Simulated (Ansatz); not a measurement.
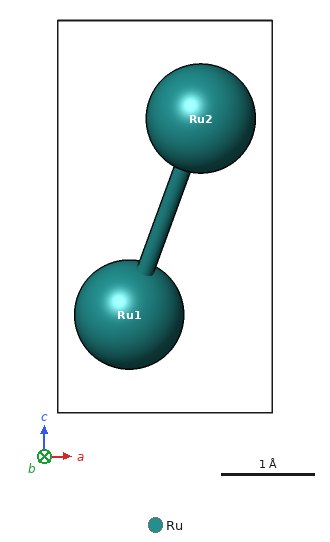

The structure (ball-and-stick view of the cell of the calculation, along the b axis; atoms are numbered from 1 in the order of the input). An atom can appear more than once, as a periodic image. Near neighbours in the periodic cell (some may lie outside the picture): Ru has 12 Ru at 2.63 to 2.69 Å.

## Two runs on Ru

System: Ru (P6₃/mmc, 2 atoms in the cell).
Method of run 1: DFT PBEsol, scalar-relativistic, plane waves, PAW, no spin polarisation (Ansatz 0.2.0).

The structure derives from an entry of the Crystallography Open Database. Text and figures count atoms from 1; the logs count them from 0 in places.

## Input, run 1
```yaml
crystal:
  lattice:
    - [2.6895239996, 0.0, 0.0]
    - [-1.3447619998, 2.3291961078, 0.0]
    - [0.0, 0.0, 4.2519209491]
  atoms:
    - { symbol: Ru, position: [0.3333333333, 0.6666666667, 0.25] }
    - { symbol: Ru, position: [0.6666666667, 0.3333333333, 0.75] }
basis:
  ecutwfc: 420
kpoints:
  mp_grid: { grid: [15, 15, 8] }
hamiltonian:
  xc: pbesol
scf:
  occupations: { method: gaussian, width: 0.1 }
output:
  forces: true
  stress: true
  eigenvalues: true
```

Launched with:
```bash
ansatz run input.yaml --threads 2 --pin off --max-ram 5120MiB --backend cpu --events-out ev --progress --plain --runs-dir out
```

Hardware: 2 threads of Arm Neoverse V2, 24 GiB of memory available, shared host.

## Output, shortened to warnings, some set-up lines, iterations and results (run 1)
```
Basis set: ecut = 420 eV, 537 PW (Γ), exchange–correlation on 36×36×60 points (8 copies of the dense FFT grid, shifted against one another)
Symmetry: 24 space group operations
k-points: 135 of 1800
Initial density: superposition of atomic densities (neutral atoms: chi_scale 0, normalization atom), corrected by the library's trained network
[...]
SCF iter   1: F=—  HF=-11633.020937 eV  |F-HF|=—  |Δ(HF+E_count)|=         —  Δρ=1.09e-2  dr2=1.92e-2  ethr=1.77e-3  ⟨swp⟩=5.0  Hψ=10454  notcnv=0
SCF iter   2: F=—  HF=-11633.017990 eV  |F-HF|=—  |Δ(HF+E_count)|=   2.95e-3  Δρ=5.65e-3  dr2=4.81e-3  ethr=5.99e-5  ⟨swp⟩=2.8  Hψ=4956  notcnv=0
SCF iter   3: F=—  HF=-11633.017129 eV  |F-HF|=—  |Δ(HF+E_count)|=   8.61e-4  Δρ=3.70e-4  dr2=1.08e-5  ethr=1.50e-5  ⟨swp⟩=2.1  Hψ=3779  notcnv=0
SCF iter   4: F=—  HF=-11633.017123 eV  |F-HF|=—  |Δ(HF+E_count)|=   6.24e-6  Δρ=8.61e-5  dr2=1.29e-6  ethr=3.37e-8  ⟨swp⟩=2.0  Hψ=4848  notcnv=0
SCF iter   5: F=-11633.017123 eV  HF=-11633.017123 eV  |F-HF|=1.18e-8  |Δ(HF+E_count)|=   3.21e-7  Δρ=1.48e-5  dr2=2.64e-8  ethr=4.03e-9  ⟨swp⟩=2.0  Hψ=4455  notcnv=0
SCF iter   6: F=-11633.017123 eV  HF=-11633.017123 eV  |F-HF|=1.26e-9  |Δ(HF+E_count)|=   4.22e-9  Δρ=3.67e-6  dr2=2.04e-9  ethr=8.24e-11  ⟨swp⟩=2.9  Hψ=9682  notcnv=0
SCF 1 converged in 6 iterations: F = -11633.017123 eV  dr2 = 2.04e-9
SCF converged after 6 iterations
Free energy (F): -11633.017123 eV
Harris-Foulkes:  -11633.017123 eV  (|F-HF|=1.26e-9)
Internal energy: -11633.009870 eV  (E = F + TS)
E sigma→0 (E₀):  -11633.013496 eV
Entropy (-TS):   -0.007253 eV (-3.627 meV/atom)
Fermi energy:    23.931355 eV
--- Per-component energies (eV) ---
  E_band       = -94.085200
  E_kinetic    = 1029.523734
  E_local      = -2476.058701  (includes V_loc(G=0)·N_el)
  E_nonlocal   = 689.325230
  E_hartree    = 793.058466
  E_xc         = -379.676305
  E_vxc        = -478.333478  (∫ρ·V_xc dr)
  E_paw        = -6798.782122  (= ΣΔE_a)
  E_vpaw       = -444.660534  (= ΣTr[D̂ρ^β])
  E_aug_tail   = -0.000439  (compensation charges beyond the density's cutoff)
  E_ewald      = -4490.906323
  E_core_change = 0.506592  (= ΣΔE_core)
  E_smearing   = -0.007253  (= −TS)
  E_closure    = -0.000000  (closes the sum)
  Σ components = -11633.017123   (vs F -11633.017123, Δ=0.00e0)
--- Forces (eV/Å), atoms counted from 1 ---
  atom   1  Ru     0.00000000     0.00000000     0.00000000
  atom   2  Ru    -0.00000000    -0.00000000     0.00000000
  max |Σ_I F_I| component: 4.63e-18 eV/Å
--- Stress (GPa, compression-positive) ---
        0.061547      -0.000000       0.000000
       -0.000000       0.061547       0.000000
        0.000000       0.000000      -0.128452
  P = ⅓ Tr σ = -0.0018 GPa (-0.018 kbar)
```

The input of run 2 differs as follows (lines with − go, lines with + come):
```diff
-    - [2.6895239996, 0.0, 0.0]
-    - [-1.3447619998, 2.3291961078, 0.0]
-    - [0.0, 0.0, 4.2519209491]
+    - [2.7057993342, 0.0, 0.0]
+    - [-1.3528996671, 2.343290961, 0.0]
+    - [0.0, 0.0, 4.2819]
-  mp_grid: { grid: [15, 15, 8] }
+  mp_grid: { grid: [6, 6, 4] }
```

How does run 2 compare with run 1?

With the same functional and potentials, run 2 lies 43.1 meV per atom higher (other lines of the input change too). The pressure goes from 0.00 to −5.49 GPa. The volume per atom goes from 13.32 to 13.57 Å³. The number of SCF iterations is the same. The irreducible k-points go from 135 to 21.

## Output, shortened to warnings, some set-up lines, iterations and results (run 2)
```
Basis set: ecut = 420 eV, 537 PW (Γ), exchange–correlation on 40×40×60 points (8 copies of the dense FFT grid, shifted against one another)
Symmetry: 24 space group operations
k-points: 21 of 144
Initial density: superposition of atomic densities (neutral atoms: chi_scale 0, normalization atom), corrected by the library's trained network
[...]
SCF iter   1: F=—  HF=-11632.934336 eV  |F-HF|=—  |Δ(HF+E_count)|=         —  Δρ=1.07e-2  dr2=1.78e-2  ethr=1.77e-3  ⟨swp⟩=5.0  Hψ=1623  notcnv=0
SCF iter   2: F=—  HF=-11632.931797 eV  |F-HF|=—  |Δ(HF+E_count)|=   2.54e-3  Δρ=5.53e-3  dr2=4.43e-3  ethr=5.55e-5  ⟨swp⟩=2.9  Hψ=788  notcnv=0
SCF iter   3: F=—  HF=-11632.931013 eV  |F-HF|=—  |Δ(HF+E_count)|=   7.84e-4  Δρ=3.72e-4  dr2=1.23e-5  ethr=1.38e-5  ⟨swp⟩=2.0  Hψ=587  notcnv=0
SCF iter   4: F=—  HF=-11632.931003 eV  |F-HF|=—  |Δ(HF+E_count)|=   9.96e-6  Δρ=9.95e-5  dr2=1.48e-6  ethr=3.84e-8  ⟨swp⟩=2.0  Hψ=755  notcnv=0
SCF iter   5: F=-11632.931003 eV  HF=-11632.931003 eV  |F-HF|=5.76e-8  |Δ(HF+E_count)|=   2.41e-7  Δρ=2.69e-5  dr2=8.67e-8  ethr=4.63e-9  ⟨swp⟩=2.1  Hψ=713  notcnv=0
SCF iter   6: F=-11632.931003 eV  HF=-11632.931003 eV  |F-HF|=2.00e-11  |Δ(HF+E_count)|=   3.31e-8  Δρ=4.79e-6  dr2=2.70e-9  ethr=2.71e-10  ⟨swp⟩=3.0  Hψ=1672  notcnv=0
SCF 1 converged in 6 iterations: F = -11632.931003 eV  dr2 = 2.70e-9
SCF converged after 6 iterations
Free energy (F): -11632.931003 eV
Harris-Foulkes:  -11632.931003 eV  (|F-HF|=2.00e-11)
Internal energy: -11632.915064 eV  (E = F + TS)
E sigma→0 (E₀):  -11632.923034 eV
Entropy (-TS):   -0.015939 eV (-7.970 meV/atom)
Fermi energy:    23.626335 eV
--- Per-component energies (eV) ---
  E_band       = -109.890053
  E_kinetic    = 1027.886517
  E_local      = -2515.807128  (includes V_loc(G=0)·N_el)
  E_nonlocal   = 689.313150
  E_hartree    = 805.380875
  E_xc         = -379.026443
  E_vxc        = -477.467764  (∫ρ·V_xc dr)
  E_paw        = -6798.712195  (= ΣΔE_a)
  E_vpaw       = -444.578914  (= ΣTr[D̂ρ^β])
  E_aug_tail   = -0.000419  (compensation charges beyond the density's cutoff)
  E_ewald      = -4462.456013
  E_core_change = 0.506592  (= ΣΔE_core)
  E_smearing   = -0.015939  (= −TS)
  E_closure    = 0.000000  (closes the sum)
  Σ components = -11632.931003   (vs F -11632.931003, Δ=0.00e0)
--- Forces (eV/Å), atoms counted from 1 ---
  atom   1  Ru     0.00000000     0.00000000     0.00000000
  atom   2  Ru    -0.00000000    -0.00000000     0.00000000
  max |Σ_I F_I| component: 2.78e-17 eV/Å
--- Stress (GPa, compression-positive) ---
       -3.308580      -0.000000       0.000000
        0.000000      -3.308580       0.000000
        0.000000       0.000000      -9.849473
  P = ⅓ Tr σ = -5.4889 GPa (-54.889 kbar)
```

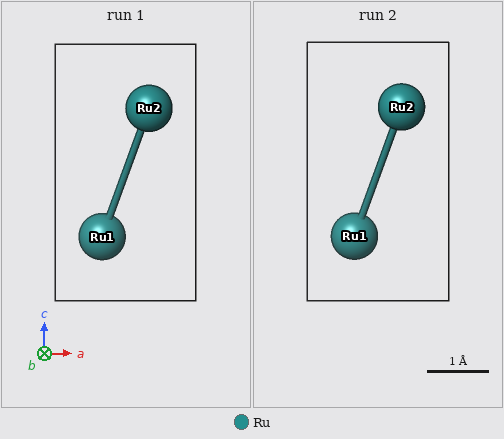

The two input geometries at one scale (ball-and-stick view of the cell of the calculation, along the b axis). No atom moves by more than 0.005 Å relative to the cell. The drawn cell changes as follows: a = b 2.690 → 2.706 Å (+0.6 %), c 4.252 → 4.282 Å (+0.7 %); the volume changes by +1.9 %. Among the contacts that change: Ru1–Ru2 2.633 → 2.650 Å, Ru1–Ru1 2.690 → 2.706 Å.

## The two runs side by side

```csv
quantity,run 1,run 2
outcome,converged,converged
free energy per atom (eV),−5816.5086,−5816.4655
"energy per atom, smearing taken to zero (eV)",−5816.5067,−5816.4615
gap on the mesh (eV),0.00,0.00
pressure (GPa),0.00,−5.49
volume per atom (Å³),13.32,13.57
largest force (eV/Å),0.000,0.000
SCF iterations,6,6
irreducible k-points,135,21
plane waves at Γ,537,537
```
